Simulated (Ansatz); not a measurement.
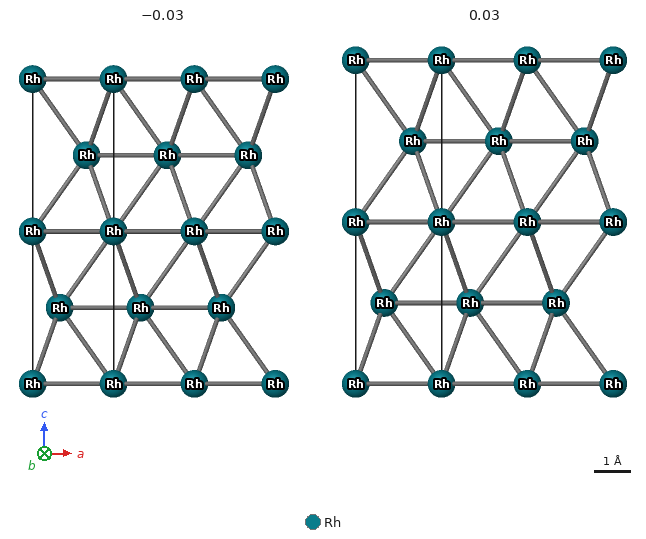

A crystal of Rh (set up in P6_3/mmc), under equal strain along all axes (cell held, atoms fixed by symmetry), with energies (extrapolated to zero smearing) counted from the relaxed crystal, which is the row at zero. The picture shows the first and the last member. The picture is a ball-and-stick view of the cell of the calculation, repeated 3 × 1 × 1 with one cell outlined, seen along the b axis.

Computed with Ansatz 0.2.0: DFT r2SCAN, scalar-relativistic, plane waves, PAW. Settings: plane-wave cutoff 500 eV; k-point mesh 24 × 24 × 6; occupations gaussian; smearing width 0.1 eV; no spin polarisation.

```json
{"strain": "−0.03", "energy (meV/atom)": "110.04", "a (Å)": "2.608", "c (Å)": "8.514"}
{"strain": "−0.02", "energy (meV/atom)": "46.70", "a (Å)": "2.635", "c (Å)": "8.602"}
{"strain": "−0.01", "energy (meV/atom)": "11.07", "a (Å)": "2.662", "c (Å)": "8.690"}
{"strain": "0.0", "energy (meV/atom)": "0.00", "a (Å)": "2.689", "c (Å)": "8.777"}
{"strain": "0.01", "energy (meV/atom)": "?", "a (Å)": "?", "c (Å)": "?"}
{"strain": "0.02", "energy (meV/atom)": "40.43", "a (Å)": "2.743", "c (Å)": "8.953"}
{"strain": "0.03", "energy (meV/atom)": "86.99", "a (Å)": "2.770", "c (Å)": "9.041"}
```

Question: Fill in the missing row.

Answer: A parabola through three neighbouring rows (0.0, 0.02, 0.03) gives, with Lagrange weights, (0.3333)(0.00) + (1.0000)(40.43) + (−0.3333)(86.99) = 11.44 meV/atom. The calculation gives 10.65 meV/atom (a = 2.716 Å, c = 8.865 Å). The estimate is 0.79 meV/atom too high. From the first member to the last: Rh–Rh 2.608 → 2.770 Å.

The whole series:

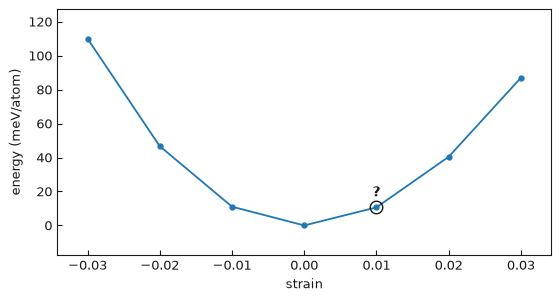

Each member starts from this one structure; whether another phase lies lower wasn't checked.
